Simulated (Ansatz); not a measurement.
## Electronic structure of TiAl (slab) in real space

The calculation's input:

```
crystal:
  lattice:
    - [2.8220914054, 0.0, 0.0]
    - [0.0, 4.9582470476, 0.0]
    - [0.0, 0.0, 24.2815091388]
  atoms:
    - { symbol: Ti, position: [0.0, 0.3239558511, 0.3088770124] }
    - { symbol: Al, position: [0.5, 0.8239558511, 0.3088770124] }
    - { symbol: Ti, position: [0.0, 0.6479117022, 0.4044385062] }
    - { symbol: Al, position: [0.5, 0.1479117022, 0.4044385062] }
    - { symbol: Ti, position: [0.0, 0.9718675533, 0.5] }
    - { symbol: Al, position: [0.5, 0.4718675533, 0.5] }
    - { symbol: Ti, position: [0.0, 0.2958234044, 0.5955614938] }
    - { symbol: Al, position: [0.5, 0.7958234044, 0.5955614938] }
    - { symbol: Ti, position: [0.0, 0.6197792555, 0.6911229876] }
    - { symbol: Al, position: [0.5, 0.1197792555, 0.6911229876] }
basis:
  ecutwfc: 420
kpoints:
  mp_grid: { grid: [12, 7, 1] }
hamiltonian:
  xc: pbe
scf:
  occupations: { method: gaussian, width: 0.1 }
output:
  forces: true
  stress: true
  eigenvalues: true
  write_density: true
  write_potential: true
  elf: true
  volumetric_format: npy
efield:
  axis: 3
  dipole_correction: true
  ramp_width: 0.04
```

Launched as:

```sh
ansatz run input.yaml --threads 1 --pin off --max-ram 2560MiB --backend cpu --events-out ev --progress --plain --runs-dir out
```

Not relaxed (largest force 0.4 eV/Å); computed without spin polarisation.

Level of theory: DFT PBE, scalar-relativistic, plane waves, PAW in Ansatz.

The density is the valence pseudo-density of a PAW calculation; it isn't the true density close to the nuclei.

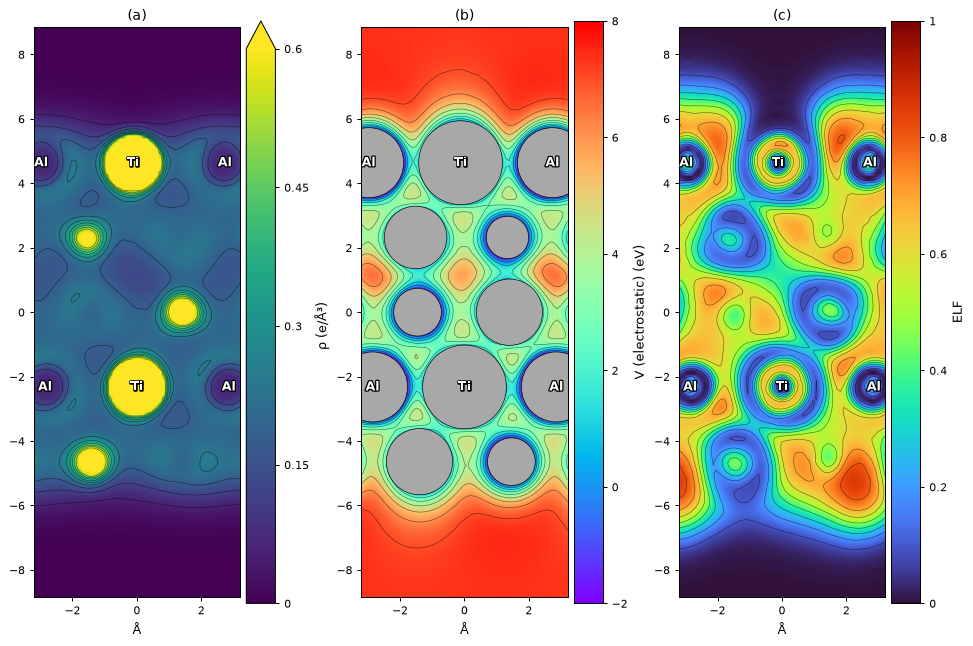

Figure 1. (a) valence pseudo-density; (b) electrostatic potential energy of an electron; (c) ELF on the (11̄0) plane of the calculation cell, a cut from vacuum to vacuum. Grey discs cover the atomic cores in the potential map.

### What does the map show?

Atoms in the plane: Ti and Al.
Atoms just off the plane (Ti, 0.8 Å away and Al, 0.8 Å away) can leave unmarked features too.
Ti–Al (2.85 Å): the density is about 0.2 e/Å³ at the midpoint; the ELF is about 0.35 at the midpoint.
The density dies away to nearly zero in the vacuum.
The features right at Ti lie inside the PAW spheres, where the map follows smoothed inner orbitals and isn't to be read closely.
Outside the cores the potential energy rises away from the atoms and is highest in the vacuum; its zero is arbitrary.

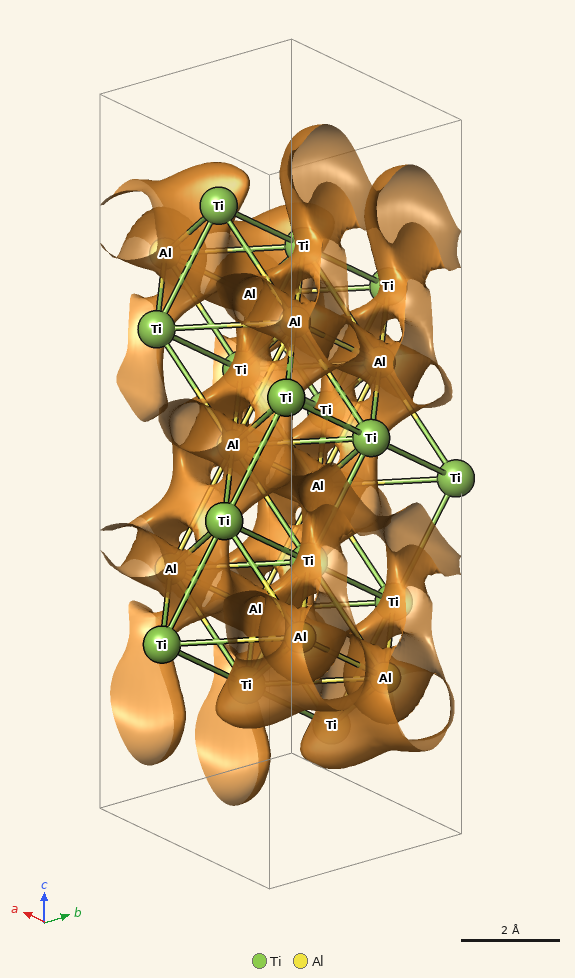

Figure 2. Isosurface of the electron localisation function at 0.6 (orange), seen at an oblique angle. Core shells and regions of very low density are left out. Sticks mark near contacts.

### Describe the localisation domains.

The surface consists of channels that run through the cell in one direction, counted in one cell of 10 atoms. Counts are for one cell; the picture repeats the cell along the surface.


Ti–Ti (2.82 Å): the ELF is about 0.30 at the midpoint. Al–Al (2.82 Å): the ELF peaks at about 0.70 between the atoms.

### Metal or insulator at this level of theory?

It is gapless in this calculation (a metal or semimetal).
